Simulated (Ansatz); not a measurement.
**Geometry relaxation of Hf$_{5}$S$_{9}$ (part 3 of 3)**

The same run, continued: Hf$_{5}$S$_{9}$ (defect cell, 28 atoms in the cell); DFT PBE+D3(BJ), scalar-relativistic, plane waves, PAW, no spin polarisation (Ansatz 0.2.0); cutoff 420 eV, 2×2×2 k-mesh, Gaussian smearing of 0.01 eV. The structure derives from a Materials Project entry. It belongs to a series of runs on one base structure; here: Hf interstitial, charge +0, atoms relaxed at the host's cell.

### Trajectory as extended XYZ (Å, eV, eV/Å), 7 of the 12 frames kept, from step=1 to step=12
```
28
Lattice="0.0000 6.2455 -5.7704 5.4088 -3.1228 -5.7704 -5.4088 -3.1228 -5.7704" Properties=species:S:1:pos:R:3:forces:R:3 step=1 energy=-173498.45901
Hf   -1.8029   -3.1228   -5.7704   -0.4743   0.2604   0.7094
Hf   -3.6059    0.0000   -5.7704    0.9060   0.6015  -0.5400
Hf    1.8029   -3.1228   -5.7704    0.9352   0.9142   1.7256
Hf    0.0000    0.0000  -11.5408    0.1721  -1.2790   1.8253
Hf    0.0000    0.0000   -5.7704    0.0180   0.2251   0.2736
Hf   -5.4088   -3.1228   -5.7704   -0.0723  -1.6176  -1.0819
Hf   -1.8029    3.1228   -5.7704    0.2602   0.0097   0.1161
Hf   -1.8029   -3.1228  -11.5408   -1.0061   0.5080  -0.4356
Hf   -3.6059    0.0000  -11.5408   -0.0705  -0.0123   0.1087
S     0.0000    4.1637   -7.2268   -0.0352   0.0189  -0.1380
S     3.6059   -2.0818   -7.2268    0.1344   0.0852  -0.0312
S    -1.7264    0.9921  -13.0224   -3.7266  -1.4517   0.7933
S     1.8029    1.0409   -7.2268    0.2365  -0.1210  -0.0854
S    -3.6059   -2.0818   -7.2268   -0.0564   0.0412   0.0148
S     1.7673    1.1248  -13.0474   10.6650  -6.3343   3.7444
S     0.0000   -2.0818  -12.9972    0.0643  -0.1923   0.0468
S     0.0212   -2.0467   -7.2280   -0.2158   1.7047   0.1357
S    -1.8029    1.0409   -7.2268   -0.2414  -0.0533  -0.0852
S    -1.8029   -1.0409   -4.3140   -0.1071   0.0377   0.1446
S     1.8029   -1.0409  -10.0844    0.0159  -0.2120   0.0326
S     1.8029   -1.0409   -4.3140    0.1234   0.1074   0.0808
S     0.0000    2.0818  -10.0844   -0.0002   0.0056   0.1013
S     0.0000    2.0818   -4.3140   -0.0094   0.0666   0.0770
S    -0.0101   -4.2834  -10.0844   -0.1645   0.8041  -4.1553
S     3.6059    2.0818  -10.0844    0.0793  -0.0413   0.0535
S    -1.8029   -1.0409  -10.0844    0.0626  -0.1395   0.0303
S    -3.6059    2.0818  -10.0844   -0.0176  -0.0526   0.1135
Hf    0.1240    2.0004  -13.6804   -7.4768   6.1176  -3.5770
28
Lattice="0.0000 6.2455 -5.7704 5.4088 -3.1228 -5.7704 -5.4088 -3.1228 -5.7704" Properties=species:S:1:pos:R:3:forces:R:3 step=3 energy=-173502.16727
Hf   -1.8147   -3.1204   -5.7005   -0.1866   0.1194   0.0440
Hf   -3.4630    0.0605   -5.9388   -0.2262  -0.0174  -0.0503
Hf    1.8202   -3.1322   -5.7037    0.2712   0.2364   0.1111
Hf    0.0102   -0.0181  -11.4331    0.0292  -0.4893   0.1914
Hf   -0.0027    0.0036   -5.6791    0.0659  -0.0677  -0.0536
Hf   -5.3951   -3.2518   -5.8988   -0.0666   0.0372  -0.1841
Hf   -1.7664    3.1330   -5.6644   -0.0638  -0.0722  -0.0299
Hf   -1.9295   -3.0661  -11.7038    0.1339  -0.0499  -0.0959
Hf   -3.6342   -0.0039  -11.4242    0.0820  -0.0399  -0.1263
S     0.0083    4.0757   -7.2498    0.0168  -0.0934  -0.0508
S     3.5796   -2.1123   -7.2496   -0.0127  -0.0224  -0.0547
S    -1.8625    0.9661  -12.9376   -0.4668  -0.1659   0.1225
S     1.7177    1.0962   -7.2542   -0.0713   0.0311  -0.0214
S    -3.5646   -2.1109   -7.2536    0.0285  -0.0487  -0.0589
S     1.9010    0.9882  -12.9475    0.2218  -0.2717   0.0732
S     0.0063   -2.0375  -13.0077    0.0193   0.0164  -0.0449
S     0.0051   -1.9976   -7.1796   -0.0309   0.3227   0.0869
S    -1.7075    1.0997   -7.2625    0.0825   0.0182  -0.0065
S    -1.8568   -1.0181   -4.2922   -0.0245   0.1163   0.0951
S     1.8127   -1.1164  -10.0698    0.1037  -0.0002   0.1267
S     1.8621   -1.0223   -4.3056    0.0188   0.1463   0.1590
S     0.0021    2.0877  -10.0416    0.0124  -0.0026   0.1063
S    -0.0013    2.0685   -4.2129    0.0167   0.0254   0.1870
S     0.0057   -4.1740  -10.3853    0.0276   0.2056  -0.7993
S     3.6571    2.1234  -10.0516    0.1679  -0.0589   0.1508
S    -1.7993   -1.1135  -10.0676   -0.0592  -0.0093   0.1370
S    -3.6483    2.1140  -10.0488   -0.1216  -0.0048   0.1365
Hf    0.0075    2.0611  -13.8384    0.0322   0.1391  -0.1519
28
Lattice="0.0000 6.2455 -5.7704 5.4088 -3.1228 -5.7704 -5.4088 -3.1228 -5.7704" Properties=species:S:1:pos:R:3:forces:R:3 step=5 energy=-173502.27461
Hf   -1.8387   -3.1116   -5.6588   -0.0386   0.0279   0.0064
Hf   -3.4823    0.0647   -5.9859   -0.0208  -0.0209   0.0373
Hf    1.8542   -3.1152   -5.6561    0.0295   0.0392  -0.0038
Hf    0.0070   -0.0719  -11.3788   -0.0005  -0.0339   0.0173
Hf    0.0051    0.0106   -5.6564   -0.0133   0.1214  -0.0065
Hf   -5.4019   -3.2466   -5.9642   -0.0063   0.0016  -0.0022
Hf   -1.7561    3.1158   -5.6617    0.0990  -0.0933   0.0423
Hf   -1.9153   -3.0629  -11.7530    0.0332   0.0082   0.0238
Hf   -3.6433   -0.0085  -11.4280   -0.0704  -0.0726   0.0293
S     0.0072    4.0522   -7.2738   -0.0022   0.0075   0.0010
S     3.5563   -2.1223   -7.2802   -0.0486  -0.0458   0.0349
S    -1.8724    0.9687  -12.9134    0.0293   0.0195  -0.0685
S     1.6994    1.1020   -7.2617   -0.0303  -0.0006  -0.0021
S    -3.5426   -2.1235   -7.2800    0.0514  -0.0348   0.0256
S     1.8866    0.9705  -12.9170   -0.0543   0.0267  -0.0770
S     0.0071   -2.0079  -13.0482   -0.0125   0.0142   0.0413
S     0.0065   -1.9962   -7.1410    0.0106  -0.0328  -0.0272
S    -1.6857    1.1005   -7.2659    0.0374   0.0073   0.0104
S    -1.8808   -0.9874   -4.2880    0.0058  -0.0171  -0.0067
S     1.8340   -1.1336  -10.0518   -0.0059   0.0134  -0.0005
S     1.8914   -0.9876   -4.2893   -0.0044  -0.0308   0.0084
S     0.0054    2.0805  -10.0284    0.0017   0.0025   0.0612
S     0.0058    2.0740   -4.1734   -0.0116   0.0000  -0.0728
S     0.0083   -4.1540  -10.4459   -0.0074   0.0243  -0.0639
S     3.7045    2.1185  -10.0437   -0.0337   0.0193  -0.0165
S    -1.8226   -1.1333  -10.0510    0.0186   0.0104  -0.0099
S    -3.6926    2.1200  -10.0447    0.0365   0.0184  -0.0181
Hf    0.0053    2.0669  -13.8618    0.0080   0.0217   0.0336
28
Lattice="0.0000 6.2455 -5.7704 5.4088 -3.1228 -5.7704 -5.4088 -3.1228 -5.7704" Properties=species:S:1:pos:R:3:forces:R:3 step=7 energy=-173502.28270
Hf   -1.8318   -3.1140   -5.6451   -0.0508  -0.0060   0.0673
Hf   -3.4869    0.0573   -5.9749    0.0251  -0.0052  -0.0263
Hf    1.8469   -3.1136   -5.6408    0.0543   0.0035   0.0856
Hf    0.0065   -0.0654  -11.3673    0.0059   0.0248  -0.0143
Hf    0.0036    0.0429   -5.6676    0.0077  -0.0097   0.0230
Hf   -5.4029   -3.2444   -5.9675    0.0135  -0.0364  -0.0137
Hf   -1.7382    3.0957   -5.6759   -0.0428   0.0592  -0.0111
Hf   -1.9136   -3.0649  -11.7452   -0.0185   0.0053  -0.0320
Hf   -3.6555   -0.0234  -11.4454    0.0462   0.0576  -0.0114
S     0.0072    4.0580   -7.2889   -0.0026  -0.0035   0.0272
S     3.5335   -2.1364   -7.2648    0.0312   0.0502  -0.0480
S    -1.8668    0.9717  -12.9283    0.0014  -0.0047   0.0321
S     1.7030    1.0953   -7.2780    0.0281  -0.0022   0.0089
S    -3.5202   -2.1367   -7.2672   -0.0396   0.0507  -0.0326
S     1.8814    0.9743  -12.9278    0.0233  -0.0297   0.0487
S     0.0054   -1.9980  -13.0278   -0.0007  -0.0122  -0.0350
S     0.0093   -1.9897   -7.1369   -0.0055  -0.0320  -0.0331
S    -1.6922    1.0933   -7.2784   -0.0319   0.0008  -0.0033
S    -1.8636   -0.9858   -4.2899   -0.0045  -0.0142  -0.0004
S     1.8422   -1.1229  -10.0537    0.0023  -0.0227   0.0033
S     1.8729   -0.9854   -4.2884    0.0020  -0.0145  -0.0131
S     0.0061    2.0820   -9.9894    0.0003  -0.0025  -0.0917
S     0.0069    2.0801   -4.1742   -0.0009  -0.0076   0.0154
S     0.0033   -4.1555  -10.4493    0.0063  -0.0260   0.0685
S     3.6972    2.1047  -10.0559    0.0068  -0.0143   0.0039
S    -1.8278   -1.1231  -10.0541   -0.0193  -0.0243   0.0116
S    -3.6852    2.1078  -10.0558   -0.0087  -0.0138   0.0036
Hf    0.0088    2.0786  -13.8637   -0.0285   0.0296  -0.0326
28
Lattice="0.0000 6.2455 -5.7704 5.4088 -3.1228 -5.7704 -5.4088 -3.1228 -5.7704" Properties=species:S:1:pos:R:3:forces:R:3 step=8 energy=-173502.28463
Hf   -1.8531   -3.1099   -5.6374    0.0312  -0.0064   0.0190
Hf   -3.4894    0.0525   -5.9812   -0.0089   0.0243   0.0314
Hf    1.8685   -3.1080   -5.6307   -0.0346  -0.0042   0.0020
Hf    0.0062   -0.0699  -11.3804   -0.0106  -0.0183   0.0567
Hf    0.0045    0.0458   -5.6627   -0.0013   0.0777  -0.0045
Hf   -5.4012   -3.2501   -5.9718   -0.0074   0.0295   0.0017
Hf   -1.7467    3.1019   -5.6686    0.0284  -0.0555  -0.0199
Hf   -1.9064   -3.0677  -11.7555    0.0040   0.0185   0.0366
Hf   -3.6471   -0.0171  -11.4389   -0.0252  -0.0543  -0.0207
S     0.0064    4.0472   -7.2810   -0.0025   0.0056  -0.0008
S     3.5425   -2.1295   -7.2795   -0.0159  -0.0294   0.0225
S    -1.8675    0.9750  -12.9236   -0.0051   0.0344  -0.0329
S     1.7063    1.0993   -7.2742   -0.0103  -0.0149  -0.0093
S    -3.5308   -2.1294   -7.2799    0.0188  -0.0224   0.0150
S     1.8803    0.9756  -12.9204    0.0021   0.0466  -0.0408
S     0.0071   -2.0013  -13.0420    0.0017  -0.0273   0.0396
S     0.0074   -1.9869   -7.1298    0.0057  -0.0378  -0.0375
S    -1.6959    1.0977   -7.2759    0.0061  -0.0143  -0.0013
S    -1.8655   -0.9866   -4.2874   -0.0006  -0.0107  -0.0230
S     1.8360   -1.1308  -10.0554   -0.0063  -0.0074  -0.0028
S     1.8771   -0.9844   -4.2892    0.0003  -0.0139  -0.0126
S     0.0059    2.0800  -10.0168    0.0033   0.0428   0.0505
S     0.0067    2.0821   -4.1739    0.0015   0.0017   0.0299
S     0.0048   -4.1669  -10.4397   -0.0049   0.0165  -0.0342
S     3.7032    2.1024  -10.0468   -0.0105   0.0169  -0.0157
S    -1.8257   -1.1314  -10.0555    0.0220  -0.0049  -0.0072
S    -3.6908    2.1053  -10.0470    0.0087   0.0179  -0.0149
Hf    0.0068    2.0877  -13.8568    0.0103  -0.0107  -0.0241
28
Lattice="0.0000 6.2455 -5.7704 5.4088 -3.1228 -5.7704 -5.4088 -3.1228 -5.7704" Properties=species:S:1:pos:R:3:forces:R:3 step=10 energy=-173502.28767
Hf   -1.8529   -3.1087   -5.6273   -0.0268  -0.0071   0.0750
Hf   -3.4877    0.0519   -5.9720   -0.0071   0.0311   0.0073
Hf    1.8730   -3.1114   -5.6185   -0.0095  -0.0053   0.0017
Hf    0.0060   -0.0683  -11.3717    0.0030  -0.0079  -0.0139
Hf    0.0045    0.0628   -5.6749   -0.0093   0.0047   0.0174
Hf   -5.3985   -3.2461   -5.9696   -0.0121  -0.0234   0.0231
Hf   -1.7452    3.0972   -5.6801    0.0028   0.0008  -0.0158
Hf   -1.9078   -3.0682  -11.7492   -0.0004   0.0104  -0.0158
Hf   -3.6521   -0.0259  -11.4502   -0.0095   0.0229   0.0014
S     0.0057    4.0512   -7.2830   -0.0041  -0.0230  -0.0037
S     3.5404   -2.1351   -7.2751   -0.0224   0.0282  -0.0074
S    -1.8692    0.9804  -12.9246    0.0025   0.0062  -0.0106
S     1.7069    1.0958   -7.2843    0.0230  -0.0128  -0.0038
S    -3.5275   -2.1298   -7.2739    0.0292   0.0064  -0.0341
S     1.8777    0.9809  -12.9296    0.0300   0.0045   0.0414
S     0.0103   -2.0032  -13.0318   -0.0240  -0.0167   0.0267
S     0.0107   -1.9931   -7.1320   -0.0061  -0.0018  -0.0541
S    -1.7003    1.0933   -7.2844   -0.0049   0.0041  -0.0005
S    -1.8530   -0.9846   -4.2882   -0.0117  -0.0155  -0.0183
S     1.8402   -1.1297  -10.0513   -0.0060   0.0018  -0.0159
S     1.8643   -0.9868   -4.2939    0.0279   0.0179   0.0209
S     0.0062    2.0858  -10.0069    0.0067   0.0178   0.0075
S     0.0043    2.0846   -4.1761    0.0075  -0.0062   0.0295
S     0.0024   -4.1624  -10.4414    0.0061  -0.0133   0.0000
S     3.7051    2.0976  -10.0468   -0.0200  -0.0065  -0.0248
S    -1.8288   -1.1302  -10.0542    0.0076  -0.0187   0.0019
S    -3.6882    2.0975  -10.0487    0.0189   0.0173  -0.0269
Hf    0.0032    2.0872  -13.8622    0.0081  -0.0154  -0.0065
28
Lattice="0.0000 6.2455 -5.7704 5.4088 -3.1228 -5.7704 -5.4088 -3.1228 -5.7704" Properties=species:S:1:pos:R:3:forces:R:3 step=12 energy=-173502.29069
Hf   -1.8625   -3.1058   -5.6102   -0.0083   0.0058   0.0083
Hf   -3.4921    0.0533   -5.9703   -0.0004  -0.0002   0.0016
Hf    1.8756   -3.1013   -5.6089    0.0097   0.0012   0.0168
Hf    0.0043   -0.0650  -11.3689   -0.0024  -0.0028  -0.0116
Hf    0.0062    0.0694   -5.6779    0.0040   0.0004  -0.0056
Hf   -5.4021   -3.2497   -5.9803   -0.0034   0.0052   0.0060
Hf   -1.7405    3.0898   -5.6811   -0.0033  -0.0010  -0.0080
Hf   -1.9051   -3.0679  -11.7457   -0.0010  -0.0021   0.0152
Hf   -3.6514   -0.0297  -11.4536   -0.0040  -0.0133  -0.0109
S     0.0057    4.0387   -7.2841    0.0029  -0.0028   0.0026
S     3.5318   -2.1283   -7.2814    0.0084  -0.0011  -0.0063
S    -1.8681    0.9875  -12.9254   -0.0028   0.0019   0.0045
S     1.7118    1.0920   -7.2879   -0.0067   0.0056   0.0016
S    -3.5212   -2.1270   -7.2787   -0.0063   0.0014  -0.0019
S     1.8828    0.9871  -12.9203   -0.0046   0.0019  -0.0077
S     0.0064   -2.0035  -13.0249    0.0070   0.0008  -0.0119
S     0.0061   -1.9955   -7.1445   -0.0025  -0.0083  -0.0053
S    -1.7027    1.0909   -7.2873    0.0062   0.0004   0.0006
S    -1.8507   -0.9840   -4.2891    0.0044   0.0014   0.0062
S     1.8388   -1.1308  -10.0516    0.0026  -0.0051   0.0076
S     1.8634   -0.9817   -4.2888   -0.0053  -0.0014  -0.0029
S     0.0083    2.0953  -10.0042   -0.0010  -0.0002  -0.0100
S     0.0084    2.0827   -4.1705   -0.0008   0.0028  -0.0024
S     0.0036   -4.1737  -10.4420    0.0007  -0.0017   0.0000
S     3.7018    2.0937  -10.0546    0.0056   0.0056   0.0035
S    -1.8270   -1.1328  -10.0515   -0.0013   0.0014   0.0044
S    -3.6912    2.0955  -10.0534    0.0028  -0.0008   0.0032
Hf    0.0092    2.0829  -13.8653    0.0001   0.0047   0.0028
```

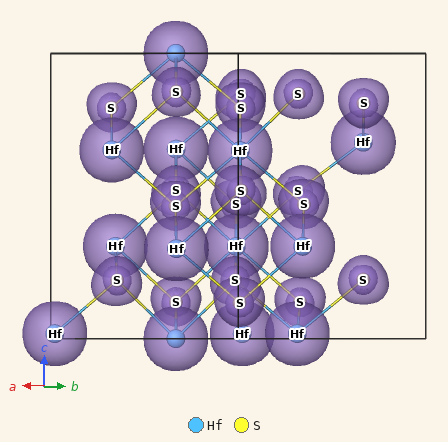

Figure 1. Isosurface of the valence electron density at 1 e/Å³ (purple), seen along [110]. Sticks mark near contacts. The outline is the calculation cell. At this value the density breaks into separate islands; it holds about 65 % of the electrons treated as valence (semicore included). It is pinched off along the Hf–S (2.35 Å), Hf–S (2.45 Å), Hf–S (2.50 Å) and Hf–S (2.54 Å) contacts. On the grid the lowest density along these lines, outside the cores, is 0.68 e/Å³ (Hf–S, 2.35 Å), 0.55 e/Å³ (Hf–S, 2.45 Å), 0.5 e/Å³ (Hf–S, 2.50 Å) and 0.46 e/Å³ (Hf–S, 2.54 Å). Core electrons are frozen (PAW), so the fields are smoothed inside the atomic spheres.

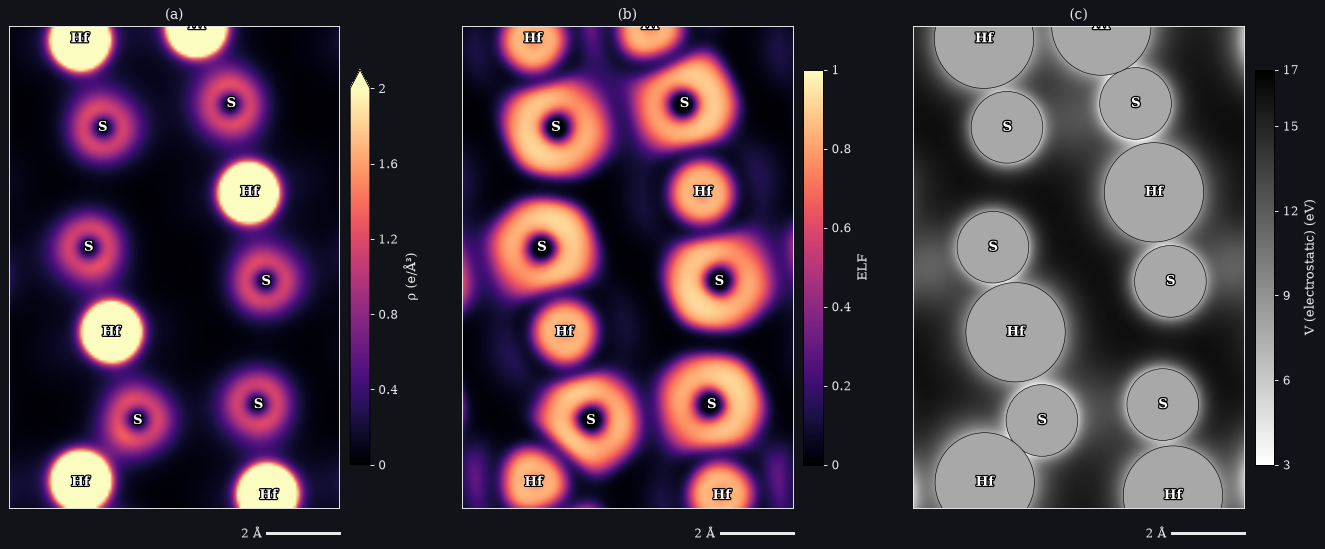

Figure 2. (a) valence electron density; (b) electron localisation function; (c) electrostatic potential (local pseudopotential plus Hartree) felt by an electron on the (101̄) plane of the calculation cell. Grey discs, where drawn, cover atomic cores. Atoms in the plane: Hf and S. Hf–S (2.35 Å): the density is about 0.68 e/Å³ at the midpoint; the ELF is about 0.40 at the midpoint; no shared pair; the contact is polar. Hf–S (2.45 Å): ρ at the midpoint is about 0.55 e/Å³; the ELF is about 0.40 at the midpoint; no shared pair; the contact is polar. Hf–S (2.52 Å): ρ is about 0.48 e/Å³ halfway; the ELF is about 0.40 at the midpoint; a polar contact without a shared pair, in a metal. Hf–S (2.55 Å): ρ at the midpoint is about 0.45 e/Å³; the ELF is about 0.40 at the midpoint (no shared pair; the contact is polar). Away from the nuclei the density in this plane falls to 0.01 e/Å³ at its lowest. The strong features right at Hf lie inside the PAW spheres (semicore, d or f shells) and say nothing about bonding. Outside the cores the potential energy rises away from the atoms and is highest about 2.2 Å from the nearest atoms; outside the discs it spans about 13 eV, and its zero is arbitrary.

### Key numbers

| quantity | value |
| --- | --- |
| outcome | converged |
| electrons treated | 368 |
| free energy | −173502.2907 eV |
| Fermi energy | 11.914 eV |
| gap on the k-point mesh | none (metallic) |
| final volume | 584.79 Å³ |
| largest force (length of the vector) at the end | 0.019 eV/Å |
| wall time | 8 min (CPU time 31 min) |
| peak memory | 2.5 GiB |

### Remarks

Spin–orbit coupling is left out, which matters for Hf.
